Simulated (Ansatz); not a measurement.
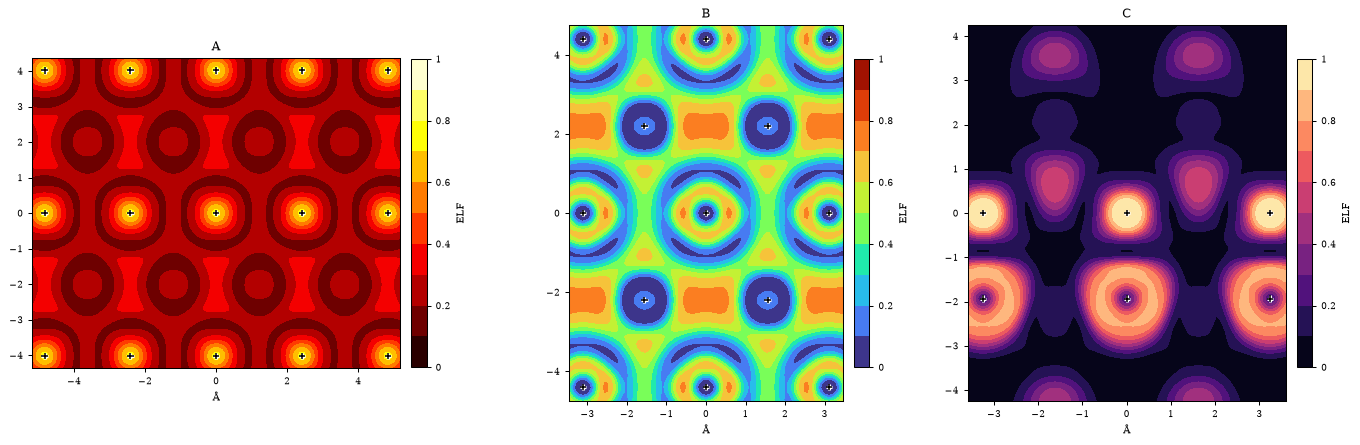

The ELF of 3 systems, each on a plane through atoms (crosses mark nuclei in the plane).

Level of theory: Ansatz 0.2.0, Kohn-Sham DFT of a periodic cell, r2SCAN, Ansatz PAW.

System 1: Ni, the (010) plane of the conventional cell. Space group P6₃/mmc; a structure from a database of computed crystals, not necessarily the ambient phase; computed pressure about 9 GPa in this cell; spin-polarised.

System 2: CoO, the (010) plane of the conventional cell. Space group R3m; a structure from a database of computed crystals, not necessarily the ambient phase; spin-polarised.

System 3: TiAl, the (101̄) plane of the conventional cell. Space group Pm-3m; a structure from a database of computed crystals, not necessarily the ambient phase; computed pressure about 8 GPa in this cell.

```yaml
crystal:
  lattice:
    - [3.11417, 0.00000, 0.00000]
    - [0.00000, 3.11417, 0.00000]
    - [0.00000, 0.00000, 3.11417]
  atoms:
    - { symbol: Ti, position: [0.00000, 0.00000, 0.00000] }
    - { symbol: Al, position: [0.50000, 0.50000, 0.50000] }
```

Q: Match each panel to its system.

A: Panel A is system 1, Ni: the plane holds Ni. Ni–Ni (2.41 Å): the ELF is about 0.25 at the midpoint: no shared electron pair shows on this line. Panel B is system 3, TiAl: the plane holds Ti and Al. Ti–Al (2.70 Å): the ELF is about 0.25 at the midpoint (no shared electron pair shows on this line). Panel C is system 2, CoO: the plane holds Co and O. Co–O (1.93 Å): the ELF peaks at about 0.85 in the valence shell of O, 0.6 Å from its nucleus, and is about 0.15 at the midpoint: no shared electron pair shows on this line.
